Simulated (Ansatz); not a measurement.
**Al2O3: geometry relaxation (part 2 of 2)**

The same run, continued: Al2O3 (R-3c, 10 atoms in the cell); DFT PBE+D3(BJ), scalar-relativistic, plane waves, PAW, no spin polarisation (Ansatz 0.2.0); cutoff 420 eV, 6×6×6 k-mesh, Gaussian smearing of 0.02 eV. The structure derives from an entry of the Crystallography Open Database.

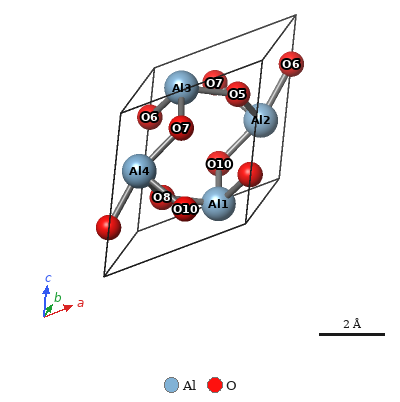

Figure 1. The geometry at step 4 of the log (ball-and-stick view of the reduced cell, seen slightly off an axis; atoms are numbered from 1 in the order of the input).

```
basis re-selected at this cell: Δ(F+E_penalty+E_count) = -2.266e-4 eV, ΔP = +0.003 GPa vs the last step (what re-selecting the basis moved, of the pressure what is left beyond the Pulay correction that the steps carried, after the strain that the cell walked since its last selection, with what the two solves' SCF thresholds leave and, on support functions, any second-order correction that the steps lacked; it is no measure of the basis error at this ecutwfc). This SCF's stress stands 1.16e-2 GPa from its target on what of the cell is left free (relax.cell.stress_tol is 5.00e-2 GPa) and its largest allowed force component is 1.43e-3 eV/Å (relax.f_tol is 5.00e-3 eV/Å): within both
SCF converged after 4 iterations
Free energy (F): -5571.927267 eV
Harris-Foulkes:  -5571.927267 eV  (|F-HF|=4.77e-10)
Internal energy: -5571.927267 eV  (E = F + TS)
E sigma→0 (E₀):  -5571.927267 eV
Fermi energy:    10.641915 eV
--- Per-component energies (eV) ---
  E_band       = 61.627506
  E_kinetic    = 1182.316444
  E_local      = -1990.371220  (includes V_loc(G=0)·N_el)
  E_nonlocal   = 324.109362
  E_hartree    = 737.831117
  E_xc         = -613.331031
  E_vxc        = -696.750213  (∫ρ·V_xc dr)
  E_paw        = -2821.713883  (= ΣΔE_a)
  E_vpaw       = -233.354512  (= ΣTr[D̂ρ^β])
  E_aug_tail   = 0.015208  (compensation charges beyond the density's cutoff)
  E_ewald      = -2388.442639
  E_disp       = -2.340624  (pairwise vdW)
  E_smearing   = -0.000000  (= −TS)
  E_closure    = -0.000000  (closes the sum)
  Σ components = -5571.927267   (vs F -5571.927267, Δ=0.00e0)
--- Forces (eV/Å), atoms counted from 1 ---
  atom   1  Al    -0.00000000     0.00000000    -0.00143356
  atom   2  Al    -0.00000000    -0.00000000     0.00143356
  atom   3  Al     0.00000000    -0.00000000     0.00143356
  atom   4  Al    -0.00000000     0.00000000    -0.00143356
  atom   5  O     -0.00107659     0.00000000     0.00000000
  atom   6  O      0.00053830    -0.00093235    -0.00000000
  atom   7  O      0.00053830     0.00093235     0.00000000
  atom   8  O      0.00107659    -0.00000000    -0.00000000
  atom   9  O     -0.00053830     0.00093235     0.00000000
  atom  10  O     -0.00053830    -0.00093235    -0.00000000
  max |Σ_I F_I| component: 2.49e-18 eV/Å
--- Stress (GPa, compression-positive) ---
        0.002211       0.000000      -0.000000
        0.000000       0.002211      -0.000000
       -0.000000      -0.000000       0.011577
  P = ⅓ Tr σ = 0.0053 GPa (0.053 kbar)
--- Band table (eV; the first three rows and the last of 32) ---
  k-point 0: bands = ["-11.5335", "-9.2485", "-8.9808", "-8.9808", "-8.6732", "-8.6732", "0.7693", "1.7480", "2.1259", "2.1259", "3.2352", "3.3404", "3.3404", "4.3404", "4.6753", "6.1986", "6.1986", "6.3278", "6.3278", "7.1176", "7.1176", "7.5605", "7.5605", "7.6046", "13.6793", "16.6641", "18.2277", "19.0533", "19.0533", "19.2022", "19.9106", "19.9106", "19.9745", "21.0098"]
  k-point 1: bands = ["-11.3927", "-9.3214", "-9.0593", "-9.0080", "-8.7393", "-8.6827", "0.9198", "1.5100", "1.9442", "2.6913", "2.7337", "3.2818", "4.2035", "4.8787", "4.9542", "5.7213", "6.0835", "6.2318", "6.3948", "6.7409", "6.9323", "7.2626", "7.5223", "7.5558", "14.3113", "17.1660", "17.8088", "18.7229", "18.7624", "19.0324", "20.0469", "20.1450", "20.4393", "20.4689"]
  k-point 2: bands = ["-10.9927", "-9.7718", "-9.0354", "-9.0059", "-8.8791", "-8.7444", "1.1035", "1.5489", "1.7883", "2.5889", "3.3551", "3.8251", "4.6003", "5.2217", "5.3353", "5.4605", "5.7761", "5.8922", "6.1705", "6.2555", "6.7735", "7.0650", "7.3792", "7.4238", "15.6267", "17.3124", "17.6689", "18.0067", "18.4408", "18.9991", "19.8021", "19.9335", "20.4134", "21.0031"]
  k-point 31: bands = ["-10.5537", "-10.5537", "-8.8457", "-8.8457", "-8.8457", "-8.8457", "2.0604", "2.0604", "3.2189", "3.2189", "3.2189", "3.2189", "3.5612", "3.5612", "5.3789", "5.3789", "5.6335", "5.6335", "5.6335", "5.6335", "7.2290", "7.2290", "7.2290", "7.2290", "16.1554", "16.1554", "18.6269", "18.6269", "19.9364", "19.9364", "20.2400", "20.2400", "20.2400", "20.2400"]
--- Relaxed structure (4 steps of the walk, 4 accepted, 2 SCFs on fresh bases) ---
  F+E_penalty+E_count = -5571.92726666 eV   max|allowed force component| = 1.434e-3 eV/Å   (the final SCF, on the basis selected at the relaxed cell)
  cell:  # Å, volume = 85.9846 Å³
    - [2.389890468399853, 1.3798039052476556, 4.345842655742868]
    - [-2.389890468399853, 1.3798039052476556, 4.345842655742868]
    - [3.5154788524776766e-34, -2.7596078105454724, 4.345842655726942]
  atoms:
    - { symbol: Al, position: [0.35210718386867174, 0.35210718386867174, 0.3521071838686717] }
    - { symbol: Al, position: [0.14789281613132835, 0.14789281613132835, 0.14789281613132832] }
    - { symbol: Al, position: [0.6478928161313284, 0.6478928161313284, 0.6478928161313284] }
    - { symbol: Al, position: [0.8521071838686717, 0.8521071838686717, 0.8521071838686718] }
    - { symbol: O, position: [0.5564120116793944, 0.9435879883206058, 0.25000000000000006] }
    - { symbol: O, position: [0.2500000000000001, 0.5564120116793944, 0.9435879883206058] }
    - { symbol: O, position: [0.9435879883206055, 0.24999999999999994, 0.5564120116793942] }
    - { symbol: O, position: [0.44358798832060564, 0.0564120116793943, 0.75] }
    - { symbol: O, position: [0.7499999999999999, 0.44358798832060564, 0.05641201167939436] }
    - { symbol: O, position: [0.056412011679394414, 0.75, 0.44358798832060575] }
```

Trajectory as extended XYZ (Å, eV, eV/Å), 6 frames, from step=1 to step=6:
```
10
Lattice="2.3803 1.3742 4.3319 -2.3803 1.3742 4.3319 0.0000 -2.7485 4.3319" Properties=species:S:1:pos:R:3:forces:R:3 step=1 energy=-5571.91878 pressure_GPa=2.77
Al    0.0000    0.0000    4.5765    0.0000   0.0000  -0.0307
Al    0.0000    0.0000    1.9213    0.0000   0.0000   0.0307
Al    0.0000    0.0000    8.4191    0.0000   0.0000   0.0307
Al    0.0000    0.0000   11.0743    0.0000   0.0000  -0.0307
O    -0.9203    1.3742    7.5808   -0.0197   0.0000   0.0000
O    -0.7300   -1.4841    7.5808    0.0099  -0.0171   0.0000
O     1.6503    0.1099    7.5808    0.0099   0.0171   0.0000
O     0.9203   -1.3742    5.4148    0.0197   0.0000   0.0000
O     0.7300    1.4841    5.4148   -0.0099   0.0171   0.0000
O    -1.6503   -0.1099    5.4148   -0.0099  -0.0171   0.0000
10
Lattice="2.3843 1.3766 4.3378 -2.3843 1.3766 4.3378 0.0000 -2.7531 4.3378" Properties=species:S:1:pos:R:3:forces:R:3 step=2 energy=-5571.92211 pressure_GPa=1.54
Al    0.0000    0.0000    4.5824    0.0000   0.0000  -0.0175
Al    0.0000    0.0000    1.9243    0.0000   0.0000   0.0175
Al    0.0000    0.0000    8.4310    0.0000   0.0000   0.0175
Al    0.0000    0.0000   11.0891    0.0000   0.0000  -0.0175
O    -0.9220    1.3766    7.5911   -0.0207   0.0000   0.0000
O    -0.7312   -1.4867    7.5911    0.0103  -0.0179   0.0000
O     1.6531    0.1102    7.5911    0.0103   0.0179   0.0000
O     0.9220   -1.3766    5.4222    0.0207   0.0000   0.0000
O     0.7312    1.4867    5.4222   -0.0103   0.0179   0.0000
O    -1.6531   -0.1102    5.4222   -0.0103  -0.0179   0.0000
10
Lattice="2.3893 1.3795 4.3457 -2.3893 1.3795 4.3457 0.0000 -2.7589 4.3457" Properties=species:S:1:pos:R:3:forces:R:3 step=3 energy=-5571.92189 pressure_GPa=0.02
Al    0.0000    0.0000    4.5905    0.0000   0.0000  -0.0037
Al    0.0000    0.0000    1.9280    0.0000   0.0000   0.0037
Al    0.0000    0.0000    8.4466    0.0000   0.0000   0.0037
Al    0.0000    0.0000   11.1090    0.0000   0.0000  -0.0037
O    -0.9250    1.3795    7.6049   -0.0021   0.0000   0.0000
O    -0.7322   -1.4908    7.6049    0.0010  -0.0018   0.0000
O     1.6571    0.1113    7.6049    0.0010   0.0018   0.0000
O     0.9250   -1.3795    5.4321    0.0021   0.0000   0.0000
O     0.7322    1.4908    5.4321   -0.0010   0.0018   0.0000
O    -1.6571   -0.1113    5.4321   -0.0010  -0.0018   0.0000
10
Lattice="2.3893 1.3795 4.3457 -2.3893 1.3795 4.3457 0.0000 -2.7589 4.3457" Properties=species:S:1:pos:R:3:forces:R:3 step=4 energy=-5571.92727 pressure_GPa=0.13
Al    0.0000    0.0000    4.5905    0.0000   0.0000  -0.0041
Al    0.0000    0.0000    1.9280    0.0000   0.0000   0.0041
Al    0.0000    0.0000    8.4466    0.0000   0.0000   0.0041
Al    0.0000    0.0000   11.1090    0.0000   0.0000  -0.0041
O    -0.9250    1.3795    7.6049   -0.0024   0.0000   0.0000
O    -0.7322   -1.4908    7.6049    0.0012  -0.0021   0.0000
O     1.6571    0.1113    7.6049    0.0012   0.0021   0.0000
O     0.9250   -1.3795    5.4321    0.0024   0.0000   0.0000
O     0.7322    1.4908    5.4321   -0.0012   0.0021   0.0000
O    -1.6571   -0.1113    5.4321   -0.0012  -0.0021   0.0000
10
Lattice="2.3899 1.3798 4.3458 -2.3899 1.3798 4.3458 0.0000 -2.7596 4.3458" Properties=species:S:1:pos:R:3:forces:R:3 step=5 energy=-5571.92704 pressure_GPa=0.00
Al    0.0000    0.0000    4.5906    0.0000   0.0000  -0.0014
Al    0.0000    0.0000    1.9282    0.0000   0.0000   0.0014
Al    0.0000    0.0000    8.4469    0.0000   0.0000   0.0014
Al    0.0000    0.0000   11.1094    0.0000   0.0000  -0.0014
O    -0.9253    1.3798    7.6052   -0.0011   0.0000   0.0000
O    -0.7323   -1.4912    7.6052    0.0005  -0.0009   0.0000
O     1.6576    0.1114    7.6052    0.0005   0.0009   0.0000
O     0.9253   -1.3798    5.4323    0.0011   0.0000   0.0000
O     0.7323    1.4912    5.4323   -0.0005   0.0009   0.0000
O    -1.6576   -0.1114    5.4323   -0.0005  -0.0009   0.0000
10
Lattice="2.3899 1.3798 4.3458 -2.3899 1.3798 4.3458 0.0000 -2.7596 4.3458" Properties=species:S:1:pos:R:3:forces:R:3 step=6 energy=-5571.92727 pressure_GPa=0.01
Al    0.0000    0.0000    4.5906    0.0000   0.0000  -0.0014
Al    0.0000    0.0000    1.9282    0.0000   0.0000   0.0014
Al    0.0000    0.0000    8.4469    0.0000   0.0000   0.0014
Al    0.0000    0.0000   11.1094    0.0000   0.0000  -0.0014
O    -0.9253    1.3798    7.6052   -0.0011   0.0000   0.0000
O    -0.7323   -1.4912    7.6052    0.0005  -0.0009   0.0000
O     1.6576    0.1114    7.6052    0.0005   0.0009   0.0000
O     0.9253   -1.3798    5.4323    0.0011   0.0000   0.0000
O     0.7323    1.4912    5.4323   -0.0005   0.0009   0.0000
O    -1.6576   -0.1114    5.4323   -0.0005  -0.0009   0.0000
```

The run was set up as follows.

The input:
```yaml
crystal:
  lattice:
    - [2.38025, 1.3742379782, 4.3318666667]
    - [-2.38025, 1.3742379782, 4.3318666667]
    - [0.0, -2.7484759565, 4.3318666667]
  atoms:
    - { symbol: Al, position: [0.35216, 0.35216, 0.35216] }
    - { symbol: Al, position: [0.14784, 0.14784, 0.14784] }
    - { symbol: Al, position: [0.64784, 0.64784, 0.64784] }
    - { symbol: Al, position: [0.85216, 0.85216, 0.85216] }
    - { symbol: O, position: [0.55668, 0.94332, 0.25] }
    - { symbol: O, position: [0.25, 0.55668, 0.94332] }
    - { symbol: O, position: [0.94332, 0.25, 0.55668] }
    - { symbol: O, position: [0.44332, 0.05668, 0.75] }
    - { symbol: O, position: [0.75, 0.44332, 0.05668] }
    - { symbol: O, position: [0.05668, 0.75, 0.44332] }
basis:
  ecutwfc: 420
kpoints:
  mp_grid: { grid: [6, 6, 6] }
hamiltonian:
  xc: pbe
  dispersion: d3bj
scf:
  occupations: { method: gaussian, width: 0.02 }
output:
  forces: true
  stress: true
  eigenvalues: true
relax:
  adjacent_minimum: "off"
  f_tol: 0.005
  max_steps: 80
  cell: { stress_tol: 0.05 }
```

Command:
```bash
ansatz run input.yaml --threads 2 --pin off --max-ram 5120MiB --backend cpu --events-out ev --progress --plain --runs-dir out
```

Results in brief:

```tsv
quantity	value
outcome	converged
space group (tolerance 0.01 Å)	R-3c (167)
electrons treated	48
free energy	−5571.9273 eV
Fermi energy	10.642 eV
gap on the k-point mesh	6.07 eV
pressure	0.01 GPa
final volume	85.98 Å³
largest force (length of the vector) at the end	0.001 eV/Å
final cell	a = 5.148 Å, b = 5.148 Å, c = 5.148 Å, α = 55.32°, β = 55.32°, γ = 55.32°
hardware	2 threads of Intel Xeon @ 2.70GHz, 189 GiB of memory available, shared host
wall time	22 s (CPU time 40 s)
peak memory	0.44 GiB
```
